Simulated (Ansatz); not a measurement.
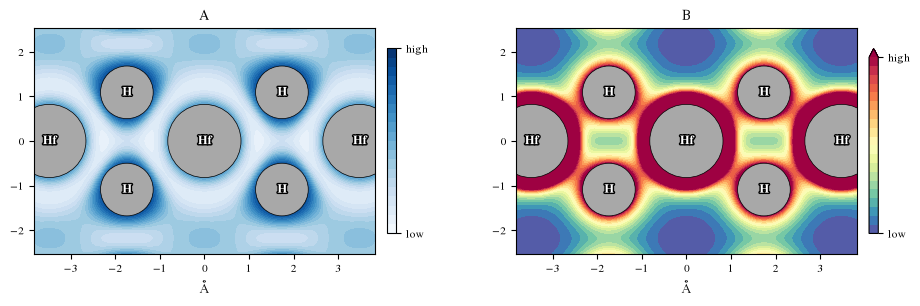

HfH$_{2}$: 2 fields on the (010) plane of the conventional cell, with unlabelled colour scales. Grey discs cover the atomic cores.

Space group I4/mmm; computed pressure about −5 GPa in this cell.

All numbers below come from Ansatz, DFT PBEsol, scalar-relativistic, plane waves, PAW.

Q: The panels show electron localisation function and valence pseudo-density in some order. Assign them.

A: Panel A: electron localisation function. Panel B: valence pseudo-density. From the grid: Hf–H (2.05 Å): ρ at the midpoint is about 0.62 e/Å³; the ELF climbs to about 1 towards the hydrogen.
